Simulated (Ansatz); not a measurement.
P

```
P
1.0
     0.00000    0.13173   10.25546
     3.28373    0.00000    0.00000
     0.00000   34.85703   -4.63208
P
8
Direct
  0.02814 0.00000 0.47016
  0.57724 0.00000 0.47186
  0.42276 0.00000 0.52814
  0.97186 0.00000 0.52984
  0.28041 0.50000 0.52868
  0.82951 0.50000 0.53038
  0.17049 0.50000 0.46962
  0.71959 0.50000 0.47132
```

Space group P2/m; a structure from a database of computed crystals, not necessarily the ambient phase; not relaxed (largest force 0.6 eV/Å).

Method: DFT PBEsol, scalar-relativistic, plane waves, PAW in Ansatz.

What can the converged valence pseudo-density and electron localisation function tell about the bonding?

Answer. P–P (2.24 Å): ρ at the midpoint is about 0.73 e/Å³; the ELF peaks at about 0.90 between the atoms.

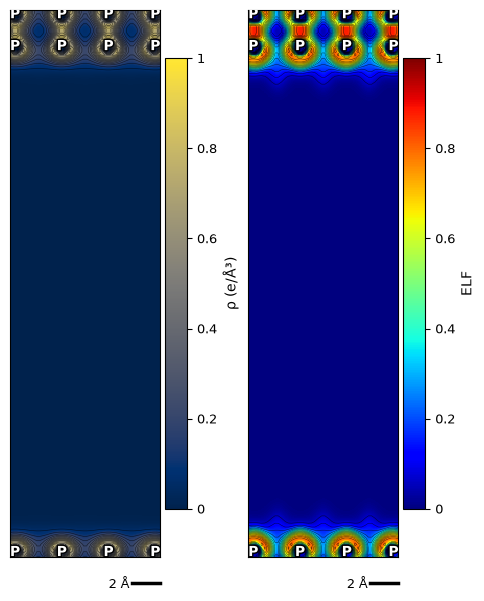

Computed valence pseudo-density and electron localisation function on the (101) plane of the conventional cell, in this order. 
